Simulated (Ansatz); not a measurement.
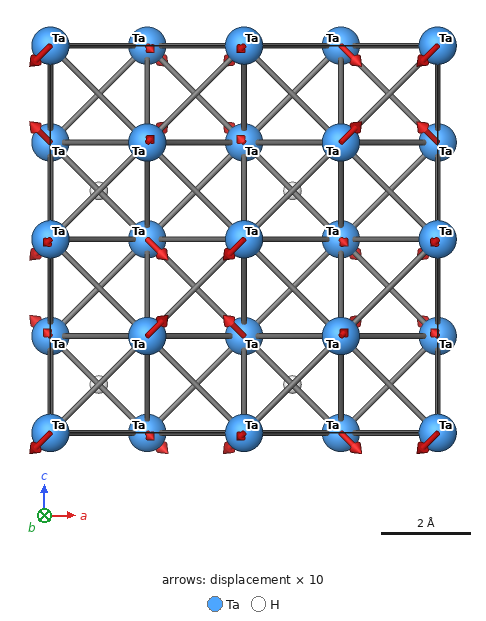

This is a relaxation of solid Ta8H (set up in F-43m) (coarse preliminary run). The starting structure is drawn; red arrows show the displacements (the part carried along by the change of the cell is left out), 10 times their true length.

Style: ball-and-stick. Shown: the conventional cell (4 times the calculation's cell), along the b axis. Lengths and directions refer to the drawn axes.

Case: 1 H put on empty site 2 of 8 host cells, relaxed.

Level of theory: DFT PBE, scalar-relativistic, plane waves, PAW in Ansatz. (plane-wave cutoff 420 eV; k-point mesh 4 × 4 × 4; occupations gaussian; smearing width 0.1 eV; no spin polarisation; cell and atoms relaxed; force threshold 0.0325 eV/Å; at most 70 steps)

What did the optimiser do to the structure, and how much energy did it gain?

Answer. Over 4 accepted moves (6 points after the start) the energy falls by 0.853 eV per cell of the calculation. Largest force component: 0.85 eV/Å at the start, 0.0071 eV/Å at the end. The pressure goes from −12.83 to −0.02 GPa. The line search rejected the trial step at point 1 of the run. At 1 point the geometry stayed and the basis and grid were re-selected for the new cell (energy shift of 4.0 meV per cell of the calculation at most each time). The largest moves relative to the cell, 0.083 Å, are those of Ta atoms. H stays in place. The volume changes by −7.5 %, with a = b = c 8.742 → 8.518 Å (−2.6 %). Some distances before and after: Ta–Ta 3.091 → 2.876 Å, Ta–Ta 3.091 → 2.964 Å, Ta–Ta 3.091 → 3.013 Å, Ta–Ta 3.091 → 3.148 Å. The space group stays F-43m (No. 216). The run took 27 s on 2 threads of Arm Neoverse V2, on a shared host, peak memory 0.45 GiB.
